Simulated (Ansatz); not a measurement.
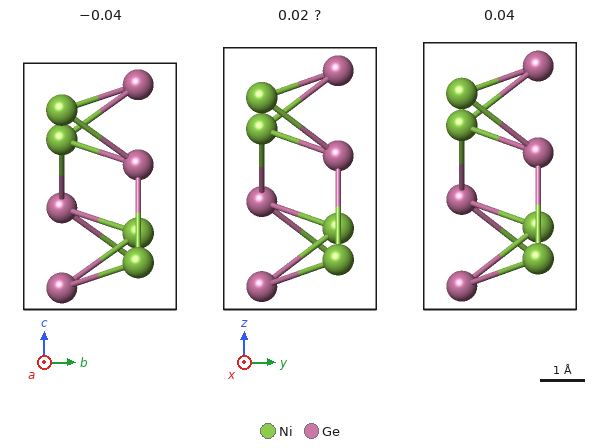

A crystal of NiGe (Pnma): the cell is strained along z alone, with the atoms kept at their fractional coordinates. x, y and z are the Cartesian axes of the input. The picture is a ball-and-stick view of the cell of the calculation, seen along the a axis.

Level of theory: Ansatz, DFT PBE, scalar-relativistic, plane waves, PAW. Set-up: plane-wave cutoff 420 eV; k-point mesh 8 × 12 × 8; occupations gaussian; smearing width 0.15 eV; no spin polarisation. Energies (free energies at the smearing named) are counted from the relaxed crystal.

| strain | ΔE (meV/atom) |
| --- | --- |
| −0.040 | 15.8 |
| −0.030 | 8.7 |
| −0.020 | 3.7 |
| 0.000 | 0.0 |
| 0.010 | 1.0 |
| 0.020 | ? |
| 0.030 | 7.9 |
| 0.040 | 13.7 |

Fill in the missing row.

Answer. A straight line between the two neighbours gives 4.5 meV/atom. A cubic through the four nearest rows (0.000, 0.010, 0.030, 0.040) gives, with Lagrange weights, (−0.1667)(0.0) + (0.6667)(1.0) + (0.6667)(7.9) + (−0.1667)(13.7) = 3.6 meV/atom. The calculation gives 3.6 meV/atom, so the cubic is right to the digits shown and the straight line 0.9 meV/atom too high, as the curve bends upwards here.

The whole profile:

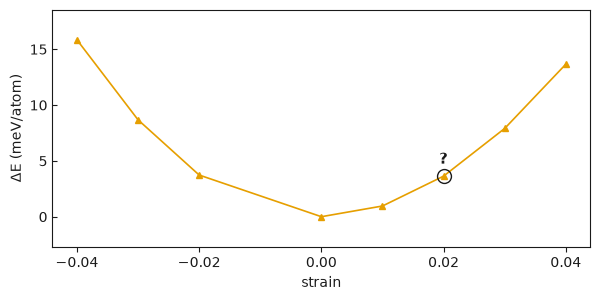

Limits of the set-up: an element that often carries a moment was run without spin polarisation.
